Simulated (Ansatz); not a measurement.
## Geometry relaxation, with input and output: Ir (part 2 of 2)

The same run, continued: Ir (slab, 6 atoms in the cell); DFT, PBEsol, PAW with Ansatz's default frozen-core files, scalar-relativistic, no spin polarisation (Ansatz 0.2.0); cutoff 420 eV, 14×14×1 k-mesh, Fermi–Dirac smearing of 0.08 eV. It belongs to a series of runs on one base structure; here: atoms relaxed, PAW files.

Geometry of the input (Å; fractional positions):
```
2.7092  0.0000  0.0000
-1.3546  2.3462  0.0000
0.0000  0.0000  27.0601
Ir 0.1667  0.3333  0.2956
Ir 0.5000  1.0000  0.3774
Ir 0.8333  0.6667  0.4591
Ir 0.1667  0.3333  0.5409
Ir 0.5000  1.0000  0.6226
Ir 0.8333  0.6667  0.7044
```

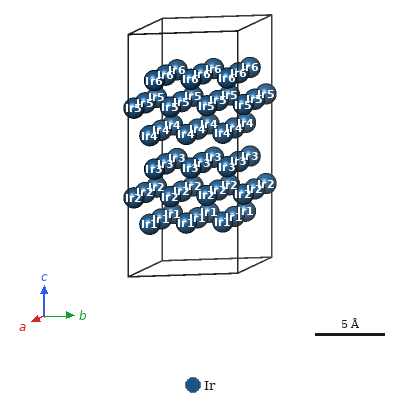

Fig. 1: The geometry at step 2 of the log (spheres-only view of the 3 × 3 repeat of the cell, with the vacuum cut short, seen slightly off an axis; atoms are numbered from 1 in the order of the input).

Output, continued:
```
SCF iter   1: F=—  HF=-70792.129419 eV  |F-HF|=—  |Δ(HF+E_count)|=         —  Δρ=4.07e-4  dr2=2.29e-3  ethr=1.45e-5  p=-0.000 e·Å  D=-8.87e-9 V/Å  ΔV_dip=0.00 eV  dr2_dipole=1.06e-15  V_vac-E_F(+/−)=5.61/5.61 eV  ⟨swp⟩=2.0  Hψ=2599  notcnv=0  defer=16
efield: sawtooth ramp at fractional position 0.9500 (handed on by an earlier solve), width 0.1000; the density the first Hamiltonian is built on has a dipole p = -0.000 e·Å; the dipole correction subtracts the counter field D = -8.87e-9 V/Å, which shifts the + side's vacuum level by +0.00 eV against the − side's; the planar-averaged density in the ramp window peaks in size at 1.5e-6 e/Å³
preconditioner: auto → LDOS  [metal: Δε(μ)=0.035 eV  Ē_g=6.889 eV  σ=0.080 eV  W_gap=0.11  n_scr=20 (ndim 8)  ℏωp=20.8 eV  f_vac=0.467  D(μ)=6.64/eV (n_scr^D=22)  β→1.0]
SCF iter   2: F=—  HF=-70792.129392 eV  |F-HF|=—  |Δ(HF+E_count)|=   2.70e-5  Δρ=1.71e-4  dr2=1.36e-4  ethr=2.24e-6  p=0.000 e·Å  D=1.47e-8 V/Å  ΔV_dip=-0.00 eV  dr2_dipole=1.06e-12  V_vac-E_F(+/−)=5.62/5.62 eV  ⟨swp⟩=2.0  Hψ=1984  notcnv=0  defer=15
SCF iter   3: F=—  HF=-70792.129743 eV  |F-HF|=—  |Δ(HF+E_count)|=   3.52e-4  Δρ=1.35e-4  dr2=1.08e-4  ethr=1.33e-7  p=-0.000 e·Å  D=-4.53e-8 V/Å  ΔV_dip=0.00 eV  dr2_dipole=3.16e-12  V_vac-E_F(+/−)=5.61/5.61 eV  ⟨swp⟩=3.0  Hψ=3165  notcnv=0  defer=15
SCF iter   4: F=—  HF=-70792.129722 eV  |F-HF|=—  |Δ(HF+E_count)|=   2.15e-5  Δρ=5.36e-5  dr2=1.54e-5  ethr=1.06e-7  p=-0.000 e·Å  D=-4.16e-8 V/Å  ΔV_dip=0.00 eV  dr2_dipole=9.79e-13  V_vac-E_F(+/−)=5.61/5.61 eV  ⟨swp⟩=2.0  Hψ=2053  notcnv=0  defer=15
SCF iter   5: F=—  HF=-70792.129719 eV  |F-HF|=—  |Δ(HF+E_count)|=   2.84e-6  Δρ=9.88e-6  dr2=5.56e-7  ethr=1.51e-8  p=-0.000 e·Å  D=-3.09e-8 V/Å  ΔV_dip=0.00 eV  dr2_dipole=1.23e-14  V_vac-E_F(+/−)=5.61/5.61 eV  ⟨swp⟩=2.1  Hψ=2231  notcnv=0  defer=15
SCF iter   6: F=-70792.129719 eV  HF=-70792.129719 eV  |F-HF|=1.33e-8  |Δ(HF+E_count)|=   4.89e-8  Δρ=2.57e-6  dr2=3.87e-8  ethr=2.19e-10  p=-0.000 e·Å  D=-2.39e-8 V/Å  ΔV_dip=0.00 eV  dr2_dipole=6.40e-15  V_vac-E_F(+/−)=5.61/5.61 eV  ⟨swp⟩=10.8  Hψ=6920  notcnv=0
SCF 4 converged in 6 iterations: F = -70792.129719 eV  dr2 = 3.87e-8
relax step   4: F+E_penalty+E_count = -70792.12971892 eV  Δ(F+E_penalty+E_count) = -3.369e-4 eV  max|allowed force component| = 4.537e-3 eV/Å  Δτ_max = 0.0039 Å  (6 SCF iters, dr2 threshold 2.23e-7 eV, accepted)
iter 1 solved again at ethr=3.71e-11 eV; its pass at ethr=3.10e-3 eV (dr2=3.78e-8 eV) is discarded
SCF iter   1: F=—  HF=-70792.129720 eV  |F-HF|=—  |Δ(HF+E_count)|=         —  Δρ=2.53e-6  dr2=3.73e-8  ethr=3.71e-11  p=-0.000 e·Å  D=-2.39e-8 V/Å  ΔV_dip=0.00 eV  dr2_dipole=6.00e-15  V_vac-E_F(+/−)=5.61/5.61 eV  ⟨swp⟩=1.8  Hψ=3686  notcnv=0
efield: sawtooth ramp at fractional position 0.9500 (handed on by an earlier solve), width 0.1000; the density the first Hamiltonian is built on has a dipole p = -0.000 e·Å; the dipole correction subtracts the counter field D = -2.39e-8 V/Å, which shifts the + side's vacuum level by +0.00 eV against the − side's; the planar-averaged density in the ramp window peaks in size at 1.5e-6 e/Å³
preconditioner: auto → LDOS  [metal: Δε(μ)=0.032 eV  Ē_g=6.890 eV  σ=0.080 eV  W_gap=0.10  n_scr=20 (ndim 8)  ℏωp=20.8 eV  f_vac=0.468  D(μ)=6.63/eV (n_scr^D=22)  β→1.0]
SCF iter   2: F=-70792.129719 eV  HF=-70792.129719 eV  |F-HF|=2.18e-8  |Δ(HF+E_count)|=   1.38e-6  Δρ=2.12e-6  dr2=3.23e-8  ethr=3.66e-11  p=-0.000 e·Å  D=-1.52e-8 V/Å  ΔV_dip=0.00 eV  dr2_dipole=1.49e-14  V_vac-E_F(+/−)=5.61/5.61 eV  ⟨swp⟩=6.6  Hψ=5675  notcnv=0
SCF 5 converged in 2 iterations: F = -70792.129719 eV  dr2 = 3.23e-8
  greatest PAW one-centre occupation: 1.000 electrons in one spin orbital (limit 2), on the Ir atom at site 4 (counted from 0), in its partial waves of l = 0
relax step   5: F+E_penalty+E_count = -70792.12971892 eV  Δ(F+E_penalty+E_count) = -6.519e-9 eV  max|allowed force component| = 4.512e-3 eV/Å  Δτ_max = 0.0000 Å  (2 SCF iters, accepted)
```

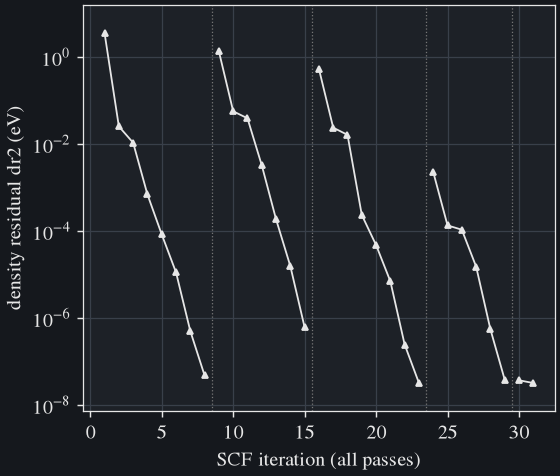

Fig. 2: Convergence of the self-consistent field: density residual dr2 against the SCF iteration. The dotted lines part the SCF passes of the relaxation: geometry steps, rejected trials and re-solves on a re-selected basis. The 5 passes take 2 to 8 iterations each, 31 in all.

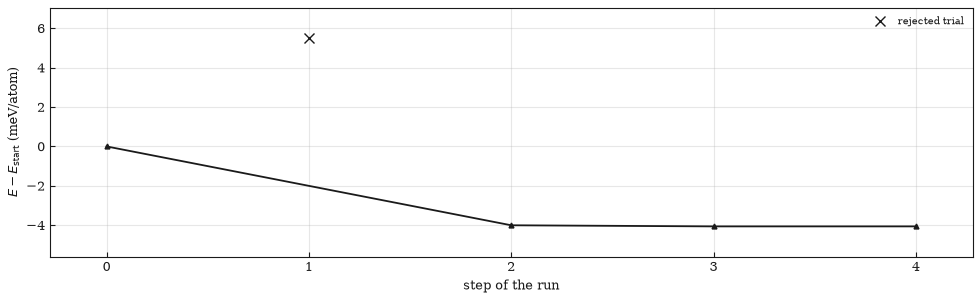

Fig. 3: Progress of the relaxation, step by step (the first geometry is step 0 here and step 1 in the log).

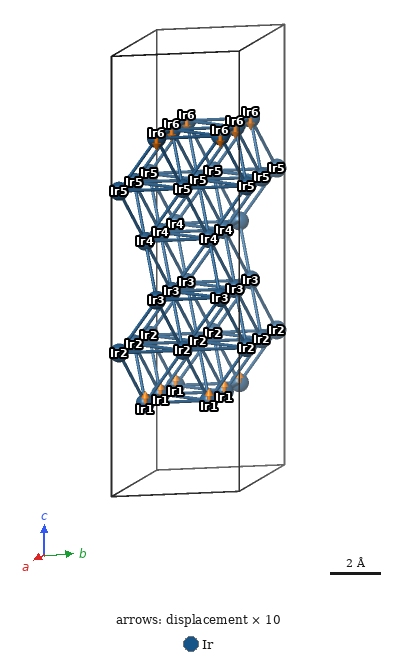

Fig. 4: The starting structure with the displacements as orange arrows, magnified 10 times (ball-and-stick view of the 3 × 2 repeat of the cell, with the vacuum cut short, seen slightly off an axis). The largest moves, 0.051 Å, are those of Ir1 and Ir6. The cell doesn't change. Distances before and after: Ir1–Ir2 2.709 → 2.672 Å, Ir2–Ir3 2.709 → 2.702 Å. Over 4 geometry steps the energy falls by 4.1 meV per atom. The largest force component goes from 0.48 to 0.0045 eV/Å. The line search rejected the trial step at point 1 (counted from 0) and went back. (Atoms are counted from 1 in the order of the input.)

```
SCF converged after 2 iterations
Free energy (F): -70792.129719 eV
Harris-Foulkes:  -70792.129719 eV  (|F-HF|=2.18e-8)
Internal energy: -70791.990163 eV  (E = F + TS)
E sigma→0 (E₀):  -70792.059941 eV
Entropy (-TS):   -0.139555 eV (-23.259 meV/atom)
Fermi energy:    9.781939 eV
Dipole field:    D = 0.000000 V/Å  (p = 0.000000 e·Å, saw-weighted, corrected)
Work function:   Φ+ = 5.6141 eV   Φ− = 5.6141 eV
Levels:          The Fermi level and band energies are counted from a zero that moves with the ramp; work functions are not
--- Per-component energies (eV) ---
  E_band       = -2110.844845
  E_kinetic    = 3734.671229
  E_local      = -185054.290897  (includes V_loc(G=0)·N_el)
  E_nonlocal   = 456.227286
  E_hartree    = 90976.868042
  E_xc         = -1595.889750
  E_vxc        = -1794.011128  (∫ρ·V_xc dr)
  E_paw        = -54532.378752  (= ΣΔE_a)
  E_vpaw       = -1407.163780  (= ΣTr[D̂ρ^β])
  E_aug_tail   = 0.000317  (compensation charges beyond the density's cutoff)
  E_efield     = 0.000000  (sawtooth field / dipole correction)
  E_vefield    = 0.000000  (∫n·V_field dr)
  E_ewald      = 75221.210653
  E_core_change = 1.591709  (= ΣΔE_core)
  E_smearing   = -0.139555  (= −TS)
  E_closure    = -0.000000  (closes the sum)
  Σ components = -70792.129719   (vs F -70792.129719, Δ=0.00e0)
--- Forces (eV/Å), atoms counted from 1 ---
  atom   1  Ir     0.00000000     0.00000000    -0.00038817
  atom   2  Ir     0.00000000     0.00000000     0.00235449
  atom   3  Ir    -0.00000000    -0.00000000    -0.00451196
  atom   4  Ir     0.00000000     0.00000000     0.00451167
  atom   5  Ir     0.00000000    -0.00000000    -0.00235372
  atom   6  Ir    -0.00000000    -0.00000000     0.00038769
  max |Σ_I F_I| component: 6.85e-9 eV/Å
--- Stress (GPa, compression-positive) ---
       -3.888380       0.000000      -0.000000
        0.000000      -3.888380      -0.000000
       -0.000000      -0.000000      -0.001674
  P = ⅓ Tr σ = -2.5928 GPa (-25.928 kbar)
--- Band table (eV; the first three rows and the last of 24) ---
  k-point 0: bands = ["-83.1370", "-83.1353", "-83.0711", "-83.0398", "-82.5964", "-82.5964", "-40.3300", "-40.1979", "-39.9375", "-39.6775", "-39.6741", "-39.6741", "-39.6676", "-39.6676", "-39.6004", "-39.6004", "-39.5514", "-39.5514", "-39.2959", "-39.2907", "-39.1559", "-39.1559", "-39.1559", "-39.1559", "-1.1725", "-0.4134", "0.6731", "1.4856", "1.8271", "1.8678", "5.5429", "5.5831", "5.8353", "5.8353", "5.9363", "5.9363", "5.9922", "6.0796", "6.0796", "6.1838", "6.1838", "6.3385", "6.6672", "6.6672", "6.7326", "6.7326", "7.4363", "8.5700", "8.5700", "8.5817", "8.5817", "8.8811", "8.8811", "9.4088", "9.5383", "9.5383", "9.8178", "10.2868", "10.2868", "10.6773", "10.6773", "15.1387"]
  k-point 1: bands = ["-83.1345", "-83.1329", "-83.0687", "-83.0380", "-82.5942", "-82.5942", "-40.3188", "-40.1916", "-39.9407", "-39.7205", "-39.6972", "-39.6830", "-39.6758", "-39.6744", "-39.6197", "-39.6079", "-39.5819", "-39.5573", "-39.2931", "-39.2892", "-39.1857", "-39.1856", "-39.1631", "-39.1631", "-0.9710", "-0.2180", "0.8673", "1.6832", "2.0240", "2.0659", "5.3057", "5.3935", "5.6716", "5.7278", "5.9455", "5.9915", "5.9947", "6.0537", "6.2256", "6.2427", "6.3299", "6.3455", "6.5470", "6.7201", "6.8032", "6.8840", "7.1422", "8.2304", "8.2701", "8.5767", "8.6624", "8.8081", "8.9049", "8.9420", "9.2248", "9.5569", "10.0420", "10.3006", "10.6962", "11.0771", "11.6814", "15.2860"]
  k-point 2: bands = ["-83.1275", "-83.1262", "-83.0620", "-83.0332", "-82.5881", "-82.5881", "-40.2871", "-40.1754", "-39.9576", "-39.8133", "-39.7739", "-39.7311", "-39.7078", "-39.6988", "-39.6630", "-39.6424", "-39.6288", "-39.5739", "-39.2917", "-39.2906", "-39.2642", "-39.2631", "-39.1835", "-39.1835", "-0.3984", "0.3275", "1.3935", "2.2120", "2.5558", "2.6030", "4.7618", "5.0426", "5.2195", "5.3167", "5.5175", "5.8552", "6.1351", "6.2782", "6.3116", "6.4617", "6.4818", "6.6080", "6.6441", "6.7346", "6.8022", "7.1513", "7.3148", "7.7361", "7.9733", "8.0389", "8.3052", "8.5848", "8.7558", "9.0306", "9.5912", "9.6314", "10.3325", "10.7451", "10.8698", "12.2158", "13.1075", "15.7275"]
  k-point 23: bands = ["-83.0806", "-83.0806", "-83.0105", "-83.0078", "-82.5468", "-82.5468", "-40.2120", "-40.1808", "-40.1559", "-40.1553", "-40.0858", "-40.0839", "-40.0250", "-39.9878", "-39.9105", "-39.8631", "-39.7792", "-39.7557", "-39.5975", "-39.5968", "-39.5123", "-39.5121", "-39.2592", "-39.2591", "3.1522", "3.4000", "3.5372", "3.6489", "3.9134", "4.0548", "4.1575", "4.3278", "4.3813", "4.6655", "4.7237", "5.4257", "5.6220", "5.8597", "5.9910", "6.5899", "6.6441", "6.9938", "7.0102", "7.6830", "7.9641", "8.1930", "8.5337", "8.6948", "9.7495", "9.8393", "10.1523", "10.2443", "10.4555", "10.5059", "14.8153", "14.8852", "15.5752", "15.7000", "15.8965", "16.3999", "16.6164", "17.5206"]
--- Relaxed structure (5 steps of the walk, 4 accepted, 0 SCFs on fresh bases) ---
  F+E_penalty+E_count = -70792.12971892 eV   max|allowed force component| = 4.512e-3 eV/Å
  atoms:
    - { symbol: Ir, position: [0.16666666666666666, 0.3333333333333333, 0.2975314505697192] }
    - { symbol: Ir, position: [0.49999999999999994, 1.0, 0.37758780285841337] }
    - { symbol: Ir, position: [0.8333333333333335, 0.6666666666666666, 0.4590008067812456] }
    - { symbol: Ir, position: [0.16666666666666666, 0.3333333333333333, 0.5409991932222407] }
    - { symbol: Ir, position: [0.49999999999999994, 1.0, 0.622412196415991] }
    - { symbol: Ir, position: [0.8333333333333335, 0.6666666666666666, 0.7024685494523899] }
```

Trajectory as extended XYZ (Å, eV, eV/Å), 5 frames, from step=1 to step=5:
```
6
Lattice="2.7092 0.0000 0.0000 -1.3546 2.3462 0.0000 0.0000 0.0000 27.0601" Properties=species:S:1:pos:R:3:forces:R:3 step=1 energy=-70792.10535
Ir    0.0000    0.7821    8.0000    0.0000   0.0000   0.4844
Ir    0.0000    2.3462   10.2120    0.0000   0.0000  -0.3264
Ir    1.3546    1.5641   12.4240    0.0000   0.0000  -0.1989
Ir    0.0000    0.7821   14.6361    0.0000   0.0000   0.1989
Ir    0.0000    2.3462   16.8481    0.0000   0.0000   0.3264
Ir    1.3546    1.5641   19.0601    0.0000   0.0000  -0.4844
6
Lattice="2.7092 0.0000 0.0000 -1.3546 2.3462 0.0000 0.0000 0.0000 27.0601" Properties=species:S:1:pos:R:3:forces:R:3 step=2 energy=-70792.07222 accepted=F
Ir    0.0000    0.7821    8.1337    0.0000   0.0000  -0.8265
Ir    0.0000    2.3462   10.2380    0.0000   0.0000   0.4661
Ir    1.3546    1.5641   12.4176    0.0000   0.0000   0.3337
Ir    0.0000    0.7821   14.6425    0.0000   0.0000  -0.3337
Ir    0.0000    2.3462   16.8221    0.0000   0.0000  -0.4661
Ir    1.3546    1.5641   18.9264    0.0000   0.0000   0.8265
6
Lattice="2.7092 0.0000 0.0000 -1.3546 2.3462 0.0000 0.0000 0.0000 27.0601" Properties=species:S:1:pos:R:3:forces:R:3 step=3 energy=-70792.12938
Ir    0.0000    0.7821    8.0551    0.0000   0.0000  -0.0598
Ir    0.0000    2.3462   10.2162    0.0000   0.0000   0.0595
Ir    1.3546    1.5641   12.4196    0.0000   0.0000   0.0202
Ir    0.0000    0.7821   14.6405    0.0000   0.0000  -0.0202
Ir    0.0000    2.3462   16.8439    0.0000   0.0000  -0.0595
Ir    1.3546    1.5641   19.0050    0.0000   0.0000   0.0598
6
Lattice="2.7092 0.0000 0.0000 -1.3546 2.3462 0.0000 0.0000 0.0000 27.0601" Properties=species:S:1:pos:R:3:forces:R:3 step=4 energy=-70792.12972
Ir    0.0000    0.7821    8.0512    0.0000   0.0000  -0.0005
Ir    0.0000    2.3462   10.2176    0.0000   0.0000   0.0024
Ir    1.3546    1.5641   12.4206    0.0000   0.0000  -0.0045
Ir    0.0000    0.7821   14.6395    0.0000   0.0000   0.0045
Ir    0.0000    2.3462   16.8425    0.0000   0.0000  -0.0024
Ir    1.3546    1.5641   19.0089    0.0000   0.0000   0.0005
6
Lattice="2.7092 0.0000 0.0000 -1.3546 2.3462 0.0000 0.0000 0.0000 27.0601" Properties=species:S:1:pos:R:3:forces:R:3 step=5 energy=-70792.12972
Ir    0.0000    0.7821    8.0512    0.0000   0.0000  -0.0004
Ir    0.0000    2.3462   10.2176    0.0000   0.0000   0.0024
Ir    1.3546    1.5641   12.4206    0.0000   0.0000  -0.0045
Ir    0.0000    0.7821   14.6395    0.0000   0.0000   0.0045
Ir    0.0000    2.3462   16.8425    0.0000   0.0000  -0.0024
Ir    1.3546    1.5641   19.0089    0.0000   0.0000   0.0004
```
